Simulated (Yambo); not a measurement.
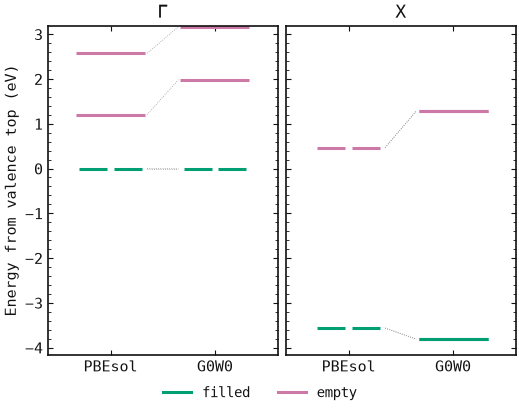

Levels at Γ and X in PBEsol and in G0W0, each set counted from its own valence top. Only the states that were corrected are drawn, so degenerate partners can be missing.

System: diamond-type Ge, space group Fd-3m (No. 227), 2 atoms in the primitive cell, cell squeezed; cubic a = 5.422 Å. Starting point: PBEsol, PseudoDojo 0.4.1 SR PBEsol standard, no spin polarisation, no spin-orbit coupling, 4×4×4 k mesh, 1061 eV cutoff, fixed occupations (Yambo). Many-body step: G0W0 with frequency dependence of W plasmon pole, bands in the response 164, bands in the self-energy 164, cutoff of the response matrix 6 Ry and cutoff of exchange and Vxc 78 Ry.

What does G0W0 do to the gap?

Over the k points that were corrected, the smallest gap goes from 0.47 eV in PBEsol (Γ to X) to 1.29 eV in G0W0 (Γ to X), a change of +0.82 eV (+174 %).

What are the quasiparticle weights at the band edges?

The quasiparticle weight (renormalisation factor) lies between 0.79 and 0.81 for the top filled and first empty levels.

Is the correction a rigid shift of the empty levels?

Counted from the valence top, the lowest empty level moves by +0.78 eV at Γ and +0.82 eV at X: a spread of 0.04 eV on a mean of 0.80 eV, so one scissor shift describes this level well. Only two empty levels a point were corrected, so a higher one could drop under them. The top filled level also moves against the valence top, by −0.25 eV at X.

```csv
k point,PBEsol direct gap (eV),G0W0 direct gap (eV)
Γ,1.20,1.99
X,4.03,5.10
```

The k mesh is coarse (spacing up to 0.50 Å⁻¹), so the values aren't converged. The potentials hold a filled d shell without the s and p states of that shell, which can shift GW gaps by tenths of an eV, either way. This k mesh misses the band edges, so its gaps are larger than the crystal's. Spin-orbit coupling is left out, which matters for Ge. Bands, cutoffs and mesh are finite, so these values aren't at the basis limit.
